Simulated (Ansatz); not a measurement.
## A series of single points on Pt

System: Pt (P2₁/m, 2 atoms in the cell).
Method: DFT LDA, scalar-relativistic, plane waves, PAW, no spin polarisation (Ansatz 0.2.0).

The 6 runs differ only in the geometry, by an even scaling of the cell at fixed fractional positions. The structure derives from a Materials Project entry.

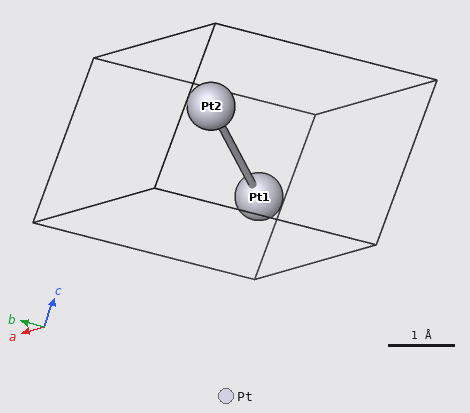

Figure 1. The structure of run 4 (ball-and-stick view of the cell of the calculation, set on other vectors, seen at an oblique angle; atoms are numbered from 1 in the order of the input).

## Input of run 4
```yaml
crystal:
  lattice:
    - [2.7081940711, 0.0, 0.0]
    - [-1.3540970355, 2.3453648639, 0.0]
    - [0.0, 0.0, 4.6773974959]
  atoms:
    - { symbol: Pt, position: [0.6490534533, 0.3333333333, 0.75] }
    - { symbol: Pt, position: [0.3509465467, 0.6666666667, 0.25] }
basis:
  ecutwfc: 420
kpoints:
  mp_grid: { grid: [18, 18, 10] }
hamiltonian:
  xc: lda
scf:
  occupations: { method: gaussian, width: 0.15 }
output:
  forces: true
  stress: true
  eigenvalues: true
```

Command:
```bash
ansatz run input.yaml --threads 1 --pin off --max-ram 2048MiB --backend cpu --events-out ev --progress --plain --runs-dir out
```

Run 5 differs from it as follows:
```diff
-    - [2.7081940711, 0.0, 0.0]
-    - [-1.3540970355, 2.3453648639, 0.0]
-    - [0.0, 0.0, 4.6773974959]
+    - [2.7306720819, 0.0, 0.0]
+    - [-1.3653360409, 2.3648313923, 0.0]
+    - [0.0, 0.0, 4.7162198951]
```

## Results, with one run withheld

```tsv
run	volume per atom (Å³)	free energy per atom, from the lowest run given (meV)	pressure (GPa)
1	13.768	89.31	28.29
2	14.123	38.73	17.67
3	14.488	9.45	8.28
4	14.855	0.00	0.19
5	15.228	?	?
6	15.611	31.86	−12.97
```

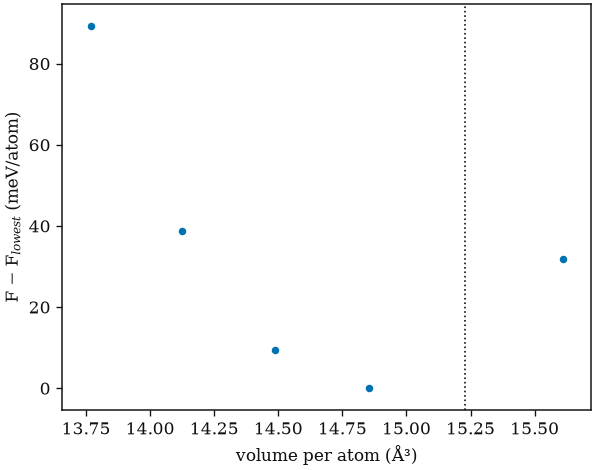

Figure 2. Free energy per atom of the runs given; the dotted line marks run 5.

Fit the runs given and predict run 5.

A cubic polynomial in V^(−2/3) (the Birch–Murnaghan form), fitted to the 5 runs given, misses them by at most 0.01 meV per atom. With x = V^(−2/3) − 0.16782 Å⁻², it reads F = 6.7223 + 5617.1 x + 1.1821e+06 x² + 4.3542e+06 x³ (meV per atom). At run 5 it gives 7.95 meV per atom, and the run itself gives 7.95. The slope of the fit gives a pressure −dF/dV of −6.84 GPa there, and the run prints −6.83 GPa. The fit has its minimum at 14.864 Å³ per atom, where V d²F/dV² gives 302 GPa. Cell shape and fractional positions are held, so this is the stiffness under even scaling; the relaxed bulk modulus wasn't computed.

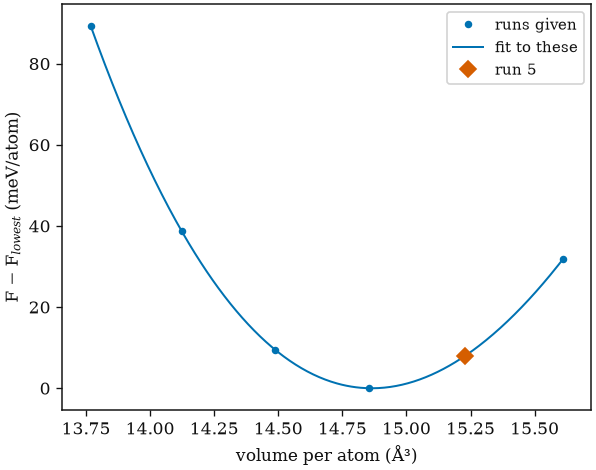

Figure 3. The fit and the withheld run.

## Output, shortened to warnings, some set-up lines, iterations and results (run 5)
```
Basis set: ecut = 420 eV, 597 PW (Γ)
Symmetry: 4 space group operations
k-points: 984 of 3240
Initial density: superposition of atomic densities (neutral atoms: chi_scale 0, normalization atom), corrected by the library's trained network
[...]
SCF iter   1: F=—  HF=-24489.852337 eV  |F-HF|=—  |Δ(HF+E_count)|=         —  Δρ=9.49e-3  dr2=1.19e-2  ethr=1.77e-3  ⟨swp⟩=4.9  Hψ=82964  notcnv=0
SCF iter   2: F=—  HF=-24489.851417 eV  |F-HF|=—  |Δ(HF+E_count)|=   9.20e-4  Δρ=4.75e-3  dr2=2.93e-3  ethr=3.31e-5  ⟨swp⟩=2.1  Hψ=35239  notcnv=0
SCF iter   3: F=—  HF=-24489.850721 eV  |F-HF|=—  |Δ(HF+E_count)|=   6.97e-4  Δρ=5.33e-4  dr2=3.87e-5  ethr=8.14e-6  ⟨swp⟩=2.1  Hψ=29993  notcnv=0
SCF iter   4: F=—  HF=-24489.850721 eV  |F-HF|=—  |Δ(HF+E_count)|=   4.97e-7  Δρ=8.87e-5  dr2=1.90e-6  ethr=1.08e-7  ⟨swp⟩=2.6  Hψ=37718  notcnv=0
SCF iter   5: F=-24489.850721 eV  HF=-24489.850721 eV  |F-HF|=3.26e-8  |Δ(HF+E_count)|=   2.45e-7  Δρ=2.08e-5  dr2=8.13e-8  ethr=5.26e-9  ⟨swp⟩=1.5  Hψ=26838  notcnv=0
SCF iter   6: F=-24489.850721 eV  HF=-24489.850721 eV  |F-HF|=1.26e-9  |Δ(HF+E_count)|=   1.96e-8  Δρ=5.08e-6  dr2=4.61e-9  ethr=2.26e-10  ⟨swp⟩=2.4  Hψ=76191  notcnv=0
SCF 1 converged in 6 iterations: F = -24489.850721 eV  dr2 = 4.61e-9
SCF converged after 6 iterations
Free energy (F): -24489.850721 eV
Harris-Foulkes:  -24489.850721 eV  (|F-HF|=1.26e-9)
Internal energy: -24489.811052 eV  (E = F + TS)
E sigma→0 (E₀):  -24489.830887 eV
Entropy (-TS):   -0.039668 eV (-19.834 meV/atom)
Fermi energy:    22.712085 eV
--- Per-component energies (eV) ---
  E_band       = -279.869286
  E_kinetic    = 1276.535160
  E_local      = -2967.760217  (includes V_loc(G=0)·N_el)
  E_nonlocal   = 413.849148
  E_hartree    = 1096.305320
  E_xc         = -520.813651
  E_vxc        = -605.525825  (∫ρ·V_xc dr)
  E_paw        = -18355.223879  (= ΣΔE_a)
  E_vpaw       = -589.576127  (= ΣTr[D̂ρ^β])
  E_aug_tail   = 0.000344  (compensation charges beyond the density's cutoff)
  E_ewald      = -5433.631016
  E_core_change = 0.927739  (= ΣΔE_core)
  E_smearing   = -0.039668  (= −TS)
  E_closure    = 0.000000  (closes the sum)
  Σ components = -24489.850721   (vs F -24489.850721, Δ=0.00e0)
--- Forces (eV/Å), atoms counted from 1 ---
  atom   1  Pt    -0.01746490    -0.02843700     0.00000000
  atom   2  Pt     0.01746490     0.02843700     0.00000000
  max |Σ_I F_I| component: 3.47e-18 eV/Å
--- Stress (GPa, compression-positive) ---
       -6.898238      -0.198686       0.000000
       -0.198686      -7.263110       0.000000
        0.000000       0.000000      -6.330816
  P = ⅓ Tr σ = -6.8307 GPa (-68.307 kbar)
```

Notes: Spin–orbit coupling is left out, which matters for Pt.
